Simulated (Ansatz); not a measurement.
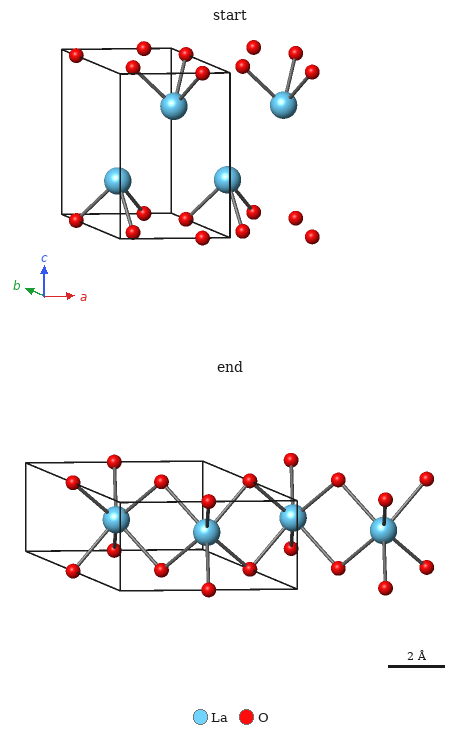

The structure of crystalline La$_{2}$O$_{3}$ (set up in P321) (coarse preliminary run) before (top) and after (bottom) a relaxation, at one scale.

The picture is a ball-and-stick view of the cell of the calculation, repeated 2 × 1 × 1 with one cell outlined, seen from a free direction.

Method: Ansatz, DFT PBE, scalar-relativistic, plane waves, PAW. Settings: plane-wave cutoff 420 eV; k-point mesh 6 × 6 × 4; occupations gaussian; smearing width 0.1 eV; no spin polarisation; cell and atoms relaxed; force threshold 0.05 eV/Å; at most 80 steps.

**Summarise the run.**

After 28 accepted moves (32 points after the start) the energy has fallen by 2726 meV per atom. Largest force component: 7.7 eV/Å at the start, 0.0003 eV/Å at the end. Pressure: 39.57 GPa at the start and 0.23 GPa at the end. The line search rejected the trial step at point 10 of the run. At 3 points the geometry stayed and the basis and grid were re-selected for the new cell (energy shift of 348 meV per atom at most each time). The largest moves relative to the cell, 1.59 Å, are those of O atoms. By element the largest moves are O 1.59 Å, La 0.82 Å. The volume changes by +39.3 %, with a = b 3.943 → 6.356 Å (+61.2 %), c 6.140 → 3.291 Å (−46.4 %). Some distances before and after: O–O 1.707 → 5.504 Å, La–La 6.140 → 3.291 Å, La–O 4.845 → 2.465 Å, La–O 2.150 → 2.465 Å. New bonds form: La–O (4.85 → 2.46 Å). Bond angles that change, for instance: La–O–La 125.4° → 180.0°, O–La–O 74.7° → 80.3°. The space group (tolerance 0.01 Å) goes from P321 (No. 150) to P6/mmm (No. 191). The run took 39 s on 8 threads of Arm Neoverse V1 (shared host), peak memory 0.55 GiB.
